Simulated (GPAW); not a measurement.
LiF (Fm-3m): refractive index against wavelength

The refractive index of LiF (Fm-3m) below the direct gap (9.07 eV on the mesh) is read from one computed spectrum, n = √(Re ε).

Cell: a, b, c = 2.848, 2.848, 2.848 Å (primitive vectors), 2 atoms.

Method: GPAW 26.7.0, PBE, RPA, k-mesh 17×17×17, local fields up to 70 eV, Lorentzian half width 0.12 eV.

Launch of the response step: `OMP_NUM_THREADS=1 python df.py`. The run took 43 s, its band step included, on 1 thread of Arm Neoverse N1 (shared host).

```
wavelength (nm)  photon energy E (eV)       n
            532                 2.331  1.3978
            450                 2.755  1.4013
            405                 3.061  1.4043
            365                 3.397  1.4081
            308                 4.025  1.4165
            266                 4.661  1.4272
            248                 4.999       ?
```

In the single-oscillator model n² − 1 = E₀E_d/(E₀² − E²), so 1/(n² − 1) = E₀/E_d − E²/(E₀E_d) is linear in E².

Working, on the rows shown:

| x = E² (eV²) | y = 1/(n² − 1) |
| --- | --- |
| 5.43137 | 1.04839 |
| 7.59115 | 1.03773 |
| 9.37179 | 1.02874 |
| 11.5384 | 1.01756 |
| 16.2043 | 0.993569 |
| 21.7255 | 0.964413 |

Means: x̄ = 11.977, ȳ = 1.0151. Σ(x − x̄)(y − ȳ) = -0.9389, Σ(x − x̄)² = 182. Slope = -0.9389 / 182 = -0.00516; intercept = ȳ − slope · x̄ = 1.0769. Turned back into n, the line misses the rows shown by at most 0.00015.

Predict the last column of the withheld row from the fit.

At x = 24.994 the line gives y = 0.9479, that is 1.4335. The run gave 1.4339, so the extrapolation is off by 0.00039, 1.1 % of the range in the table.

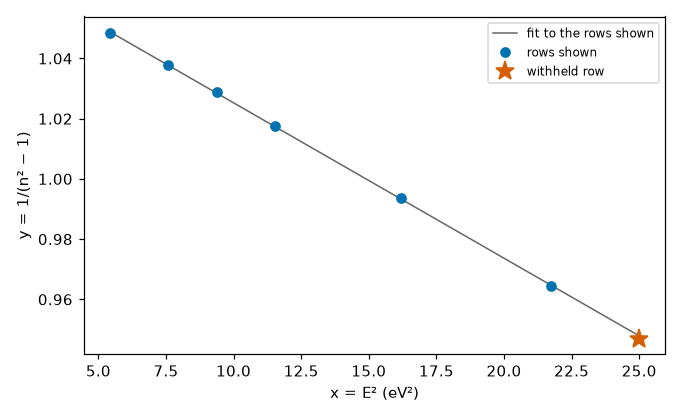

Refitted with all rows, the slope is -0.005194 and the intercept 1.0772. These give E₀ = √(intercept/−slope) = 14.40 eV and E_d = E₀/intercept = 13.4 eV; E₀ is 1.6 times the direct gap. The electronic limit at long wavelengths, without lattice vibrations, is n = √(1 + 1/intercept) = 1.389. Excitons are left out; PBE gaps are as a rule too small. The values come from a sum over the points of one k-mesh and carry its error, which grows as the direct gap shrinks. This version of GPAW has incomplete matrix elements in the optical limit, which can lower ε − 1 by up to a tenth where first-row anions or d states rule. The local-field cutoff holds few shells of reciprocal vectors for this small cell, so ε∞ can read a few per cent high.

[Logs are printed without paths, hosts, clocks, repeated set-up lines and the standing remarks that a program may print on its own settings, such as how far it seeks lower states.]
